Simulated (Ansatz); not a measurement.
Ta₃N: geometry relaxation (part 2 of 2)

Continued. System: Ta₃N (I4/mmm, 4 atoms in the cell). Method: DFT r2SCAN, scalar-relativistic, plane waves, PAW, no spin polarisation (Ansatz 0.2.0); cutoff 500 eV, 18×18×18 k-mesh, Gaussian smearing of 0.1 eV. The structure was built on a prototype by a generator; it need not be a known phase. It belongs to a series of runs on one base structure; here: TiAl3 (D0_22) type (I4/mmm, No. 139).

Geometry of the input (Å; fractional positions):
```
-1.7785  1.7785  4.8104
1.7785  -1.7785  4.8104
1.7785  1.7785  -4.8104
Ta 0.5000  0.5000  0.0000
Ta 0.2500  0.7500  0.5000
Ta 0.7500  0.2500  0.5000
N  0.0000  0.0000  0.0000
```

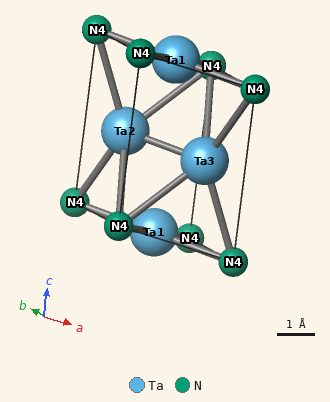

**Figure 1.** The geometry at step 3 of the log (ball-and-stick view of the reduced cell, seen at an oblique angle; atoms are numbered from 1 in the order of the input).

### What the program printed, continued
```
SCF iter   1: F=—  HF=-30214.040107 eV  |F-HF|=—  |Δ(HF+E_count)|=         —  Δρ=2.37e-5  dr2=1.49e-8  dr2_τ=8.80e-8  ethr=8.02e-9  ⟨swp⟩=4.0  Hψ=97722  notcnv=0
SCF iter   2: F=—  HF=-30214.040108 eV  |F-HF|=—  |Δ(HF+E_count)|=   1.17e-6  Δρ=1.21e-5  dr2=3.74e-9  dr2_τ=2.67e-8  ethr=3.38e-11  ⟨swp⟩=2.6  Hψ=22156  notcnv=0
SCF iter   3: F=—  HF=-30214.040109 eV  |F-HF|=—  |Δ(HF+E_count)|=   4.75e-7  Δρ=8.00e-7  dr2=2.17e-10  dr2_τ=1.11e-10  ethr=8.50e-12  ⟨swp⟩=2.0  Hψ=20946  notcnv=0
SCF iter   4: F=-30214.040109 eV  HF=-30214.040109 eV  |F-HF|=4.37e-11  |Δ(HF+E_count)|=  5.09e-10  Δρ=2.89e-7  dr2=2.37e-11  dr2_τ=6.96e-12  ethr=1.00e-12  ⟨swp⟩=6.8  Hψ=63172  notcnv=0
SCF 6 converged in 4 iterations: F = -30214.040109 eV  dr2 = 2.37e-11
relax step   6: F+E_penalty+E_count = -30214.04010890 eV  Δ(F+E_penalty+E_count) = +2.339e-5 eV  max|allowed force component| = 1.301e-18 eV/Å  Δτ_max = 0.0000 Å  P = -0.001 GPa  Ω = 60.784 Å³  stress off target by 1.61e-3 GPa  SCF on the basis re-selected at this cell (its energy is not comparable with the rows above)  (4 SCF iters)
```

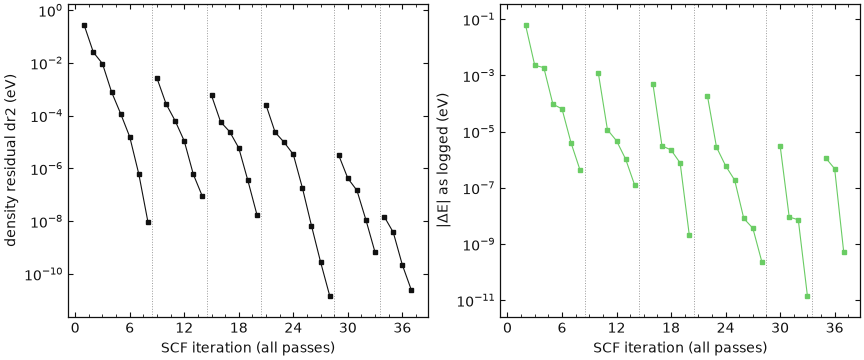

**Figure 2.** Convergence of the self-consistent field: density residual dr2 and size of the energy change against the SCF iteration. The dotted lines part the SCF passes of the relaxation: geometry steps, rejected trials and re-solves on a re-selected basis. The 6 passes take 4 to 8 iterations each, 37 in all.

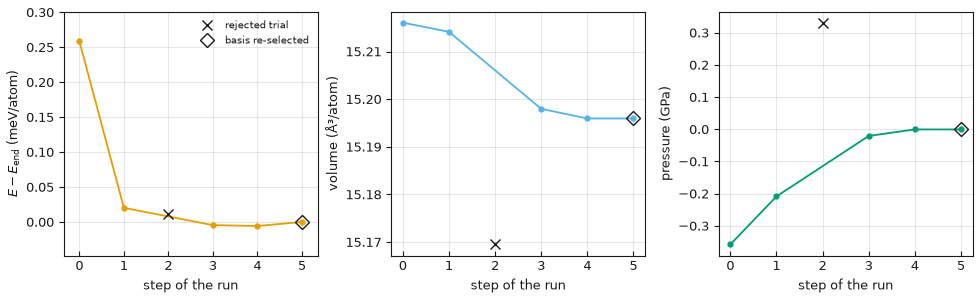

**Figure 3.** Progress of the relaxation, step by step (the first geometry is step 0 here and step 1 in the log). The atoms keep their places relative to the cell (all moves are under 0.005 Å). The volume changes by −0.1 %, with a = b 3.557 → 3.548 Å (−0.3 %), c 9.621 → 9.659 Å (+0.4 %). Distances before and after: Ta1–N4 2.515 → 2.509 Å, Ta2–Ta3 2.515 → 2.509 Å, Ta2–N4 2.991 → 2.996 Å. The space group stays I4/mmm (No. 139). The energy falls by 0.3 meV per atom in 4 geometry steps. All forces vanish by symmetry, so only the cell relaxes. The pressure goes from −0.36 to 0.00 GPa. The line search rejected the trial step at point 2 (counted from 0) and went back. A last SCF at the same geometry on a re-selected plane-wave basis shifts the energy by +0.0 meV per atom. (Atoms are counted from 1 in the order of the input.)

```
basis re-selected at this cell: Δ(F+E_penalty+E_count) = +2.339e-5 eV, ΔP = -0.000 GPa vs the last step (what re-selecting the basis moved, of the pressure what is left beyond the Pulay correction that the steps carried, after the strain that the cell walked since its last selection, with what the two solves' SCF thresholds leave and, on support functions, any second-order correction that the steps lacked; it is no measure of the basis error at this ecutwfc). This SCF's stress stands 1.61e-3 GPa from its target on what of the cell is left free (relax.cell.stress_tol is 5.00e-2 GPa) and its largest allowed force component is 1.30e-18 eV/Å (relax.f_tol is 1.00e-2 eV/Å): within both
SCF converged after 4 iterations
Free energy (F): -30214.040109 eV
Harris-Foulkes:  -30214.040109 eV  (|F-HF|=4.37e-11)
Internal energy: -30214.030610 eV  (E = F + TS)
E sigma→0 (E₀):  -30214.035360 eV
Entropy (-TS):   -0.009499 eV (-2.375 meV/atom)
Fermi energy:    17.999971 eV
--- Per-component energies (eV) ---
  E_band       = -343.316226
  E_kinetic    = 1229.816650
  E_local      = -1897.268142  (includes V_loc(G=0)·N_el)
  E_nonlocal   = 95.582843
  E_hartree    = 660.448209
  E_xc         = -671.860941
  E_vxc        = -750.352024  (∫ρ·V_xc dr)
  E_paw        = -25398.137407  (= ΣΔE_a)
  E_vpaw       = -381.230736  (= ΣTr[D̂ρ^β])
  E_aug_tail   = 0.000267  (compensation charges beyond the density's cutoff)
  E_vtau       = 39.238459  (kinetic-family band-sum trace: ∫τ·v_τ [+ j·A + Jᵃ·Aᵃ] dr)
  E_ewald      = -4230.313685
  E_core_change = -2.298405  (= ΣΔE_core)
  E_smearing   = -0.009499  (= −TS)
  E_closure    = -0.000000  (closes the sum)
  Σ components = -30214.040109   (vs F -30214.040109, Δ=0.00e0)
--- Forces (eV/Å), atoms counted from 1 ---
  atom   1  Ta     0.00000000     0.00000000    -0.00000000
  atom   2  Ta     0.00000000    -0.00000000     0.00000000
  atom   3  Ta     0.00000000    -0.00000000     0.00000000
  atom   4  N      0.00000000     0.00000000     0.00000000
  max |Σ_I F_I| component: 5.20e-18 eV/Å
--- Stress (GPa, compression-positive) ---
       -0.001594       0.000000       0.000000
        0.000000      -0.001594      -0.000000
       -0.000000       0.000000       0.001611
  P = ⅓ Tr σ = -0.0005 GPa (-0.005 kbar)
--- Band table (eV; the first three rows and the last of 480) ---
  k-point 0: bands = ["-52.0935", "-51.1175", "-50.6081", "-18.0242", "-18.0242", "-18.0008", "-18.0008", "-17.9406", "-16.8655", "-16.5201", "-15.8387", "-15.8387", "2.2939", "11.1867", "12.3681", "14.3871", "14.5832", "14.5832", "14.6242", "15.8959", "16.5257", "18.2260", "18.2260", "18.4538", "18.4538", "20.1048", "20.2309"]
  k-point 1: bands = ["-52.0932", "-51.1099", "-50.6158", "-18.0526", "-18.0049", "-18.0038", "-17.9593", "-17.9160", "-16.8641", "-16.5279", "-15.9286", "-15.8316", "2.3351", "11.2984", "12.4717", "14.2009", "14.5031", "14.5490", "14.6007", "16.1934", "16.6840", "17.9344", "18.2459", "18.3642", "18.4885", "20.2106", "20.6331"]
  k-point 2: bands = ["-52.0925", "-51.0878", "-50.6379", "-18.1102", "-18.0167", "-18.0124", "-17.8689", "-17.7702", "-16.8603", "-16.5503", "-16.1822", "-15.8112", "2.4481", "11.5539", "12.7602", "13.6726", "14.3251", "14.5672", "14.8839", "16.7405", "17.1064", "17.4067", "17.7577", "18.5187", "18.7558", "20.3706", "21.4894"]
  k-point 479: bands = ["-52.0917", "-51.1197", "-50.6081", "-18.1551", "-18.1551", "-17.8637", "-17.8637", "-17.6561", "-17.1805", "-16.5173", "-15.8416", "-15.8416", "2.4881", "10.7514", "12.2142", "14.4548", "14.7863", "15.2367", "15.2367", "15.4240", "15.4240", "15.5260", "17.6565", "19.8316", "19.8767", "19.9304", "22.4357"]
--- Relaxed structure (5 steps of the walk, 4 accepted, 1 SCFs on fresh bases) ---
  F+E_penalty+E_count = -30214.04010890 eV   max|allowed force component| = 1.301e-18 eV/Å   (the final SCF, on the basis selected at the relaxed cell)
  cell:  # Å, volume = 60.7838 Å³
    - [-1.7738499262383849, 1.7738499262383849, 4.829409856730988]
    - [1.7738499262383849, -1.7738499262383849, 4.829409856730988]
    - [1.7738499262383849, 1.7738499262383849, -4.829409856730988]
  atoms:
    - { symbol: Ta, position: [0.5, 0.5, 6.36044153753446e-36] }
    - { symbol: Ta, position: [0.25, 0.75, 0.5] }
    - { symbol: Ta, position: [0.75, 0.25, 0.5] }
    - { symbol: N, position: [-2.1248848728142997e-35, -9.827796250880227e-36, 1.2478557336268584e-35] }
```

### Trajectory as extended XYZ (Å, eV, eV/Å), 6 frames, from step=1 to step=6
```
4
Lattice="-1.7785 1.7785 4.8105 1.7785 -1.7785 4.8105 1.7785 1.7785 -4.8105" Properties=species:S:1:pos:R:3:forces:R:3 step=1 energy=-30214.03907 pressure_GPa=-0.36
Ta    0.0000    0.0000    4.8105    0.0000   0.0000   0.0000
Ta    1.7785    0.0000    2.4052    0.0000   0.0000   0.0000
Ta    0.0000    1.7785    2.4052    0.0000   0.0000   0.0000
N     0.0000    0.0000    0.0000    0.0000   0.0000   0.0000
4
Lattice="-1.7738 1.7738 4.8353 1.7738 -1.7738 4.8353 1.7738 1.7738 -4.8353" Properties=species:S:1:pos:R:3:forces:R:3 step=2 energy=-30214.04003 pressure_GPa=-0.21
Ta    0.0000    0.0000    4.8353    0.0000   0.0000   0.0000
Ta    1.7738    0.0000    2.4177    0.0000   0.0000   0.0000
Ta    0.0000    1.7738    2.4177    0.0000   0.0000   0.0000
N     0.0000    0.0000    0.0000    0.0000   0.0000   0.0000
4
Lattice="-1.7730 1.7730 4.8257 1.7730 -1.7730 4.8257 1.7730 1.7730 -4.8257" Properties=species:S:1:pos:R:3:forces:R:3 step=3 energy=-30214.04006 pressure_GPa=0.33 accepted=F
Ta    0.0000    0.0000    4.8257    0.0000   0.0000   0.0000
Ta    1.7730    0.0000    2.4128    0.0000   0.0000   0.0000
Ta    0.0000    1.7730    2.4128    0.0000   0.0000   0.0000
N     0.0000    0.0000    0.0000    0.0000   0.0000   0.0000
4
Lattice="-1.7737 1.7737 4.8306 1.7737 -1.7737 4.8306 1.7737 1.7737 -4.8306" Properties=species:S:1:pos:R:3:forces:R:3 step=4 energy=-30214.04013 pressure_GPa=-0.02
Ta    0.0000    0.0000    4.8306    0.0000   0.0000   0.0000
Ta    1.7737    0.0000    2.4153    0.0000   0.0000   0.0000
Ta    0.0000    1.7737    2.4153    0.0000   0.0000   0.0000
N     0.0000    0.0000    0.0000    0.0000   0.0000   0.0000
4
Lattice="-1.7738 1.7738 4.8294 1.7738 -1.7738 4.8294 1.7738 1.7738 -4.8294" Properties=species:S:1:pos:R:3:forces:R:3 step=5 energy=-30214.04013 pressure_GPa=-0.00
Ta    0.0000    0.0000    4.8294    0.0000   0.0000   0.0000
Ta    1.7738    0.0000    2.4147    0.0000   0.0000   0.0000
Ta    0.0000    1.7738    2.4147    0.0000   0.0000   0.0000
N     0.0000    0.0000    0.0000    0.0000   0.0000   0.0000
4
Lattice="-1.7738 1.7738 4.8294 1.7738 -1.7738 4.8294 1.7738 1.7738 -4.8294" Properties=species:S:1:pos:R:3:forces:R:3 step=6 energy=-30214.04011 pressure_GPa=-0.00
Ta    0.0000    0.0000    4.8294    0.0000   0.0000   0.0000
Ta    1.7738    0.0000    2.4147    0.0000   0.0000   0.0000
Ta    0.0000    1.7738    2.4147    0.0000   0.0000   0.0000
N     0.0000    0.0000    0.0000    0.0000   0.0000   0.0000
```

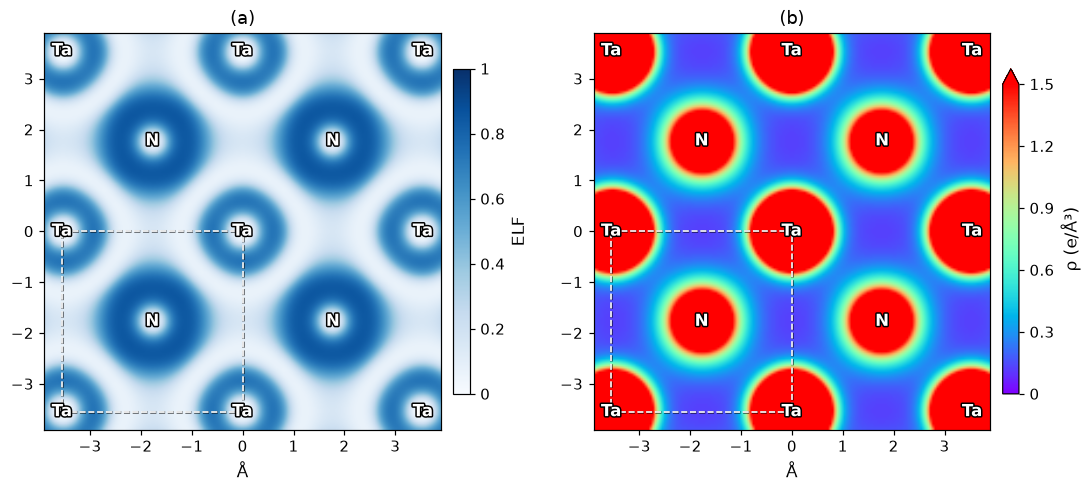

**Figure 4.** (a) electron localisation function; (b) valence pseudo-density on the (001) plane of the conventional cell. The section cuts through Ta and N sites. Ta–N (2.51 Å): ρ at the midpoint is about 0.27 e/Å³; the ELF is about 0.10 at the midpoint (a polar contact without a shared pair, in a metal). Away from the nuclei the density in this plane falls to 0.13 e/Å³ at its lowest. The strong features right at Ta lie inside the PAW spheres (semicore, d or f shells) and say nothing about bonding. In a PAW calculation such maps are meaningful between the atoms, not at the nuclei.
